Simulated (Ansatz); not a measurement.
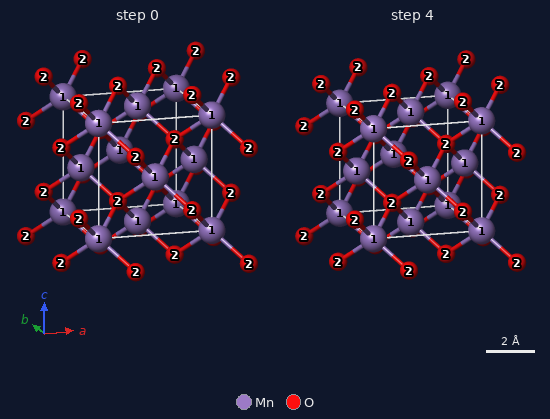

The structure of a crystal of MnO (a generated structure, set up in F-43m) (coarse preliminary run) before (left) and after (right) a relaxation, at one scale.

The picture is a ball-and-stick view of the conventional cell (4 times the calculation's cell), seen slightly off an axis. Lengths and directions refer to the drawn axes.

Case: S → O on all its sites, cell and atoms relaxed.

All numbers below come from Ansatz 0.2.0, DFT PBE, scalar-relativistic, plane waves, PAW.

Input
```yaml
crystal:
  lattice:
    - [0.0, 2.518536836, 2.518536836]
    - [2.518536836, 0.0, 2.518536836]
    - [2.518536836, 2.518536836, 0.0]
  atoms:
    - { symbol: Mn, position: [0.0, 0.0, 0.0], spin: 4.54 }
    - { symbol: O, position: [0.75, 0.75, 0.75], spin: 0.2 }
basis:
  ecutwfc: 420
kpoints:
  mp_grid: { grid: [8, 8, 8] }
hamiltonian:
  xc: pbe
scf:
  occupations: { method: gaussian, width: 0.1 }
output:
  forces: true
  stress: true
  eigenvalues: true
  populations: true
magnetization:
  spin_polarized: true
relax:
  adjacent_minimum: "off"
  f_tol: 0.05
  max_steps: 60
  cell: { stress_tol: 0.5 }
```

Describe what moved and what it gained.

The atoms keep their places relative to the cell (all moves are under 0.005 Å). The volume changes by −13.2 %, with a = b = c 5.037 → 4.806 Å (−4.6 %). Among the contacts that change: Mn1–O2 2.181 → 2.081 Å. The space group stays F-43m (No. 216). The energy falls by 0.186 eV per cell of the calculation in 3 accepted moves (4 points after the start). All forces vanish by symmetry, so only the cell relaxes. The pressure goes from −12.21 to −0.36 GPa. At 1 point the geometry stayed and the basis and grid were re-selected for the new cell (energy shift of 6.4 meV per cell of the calculation at most each time). The run took of the order of 20 core-seconds on a shared host.
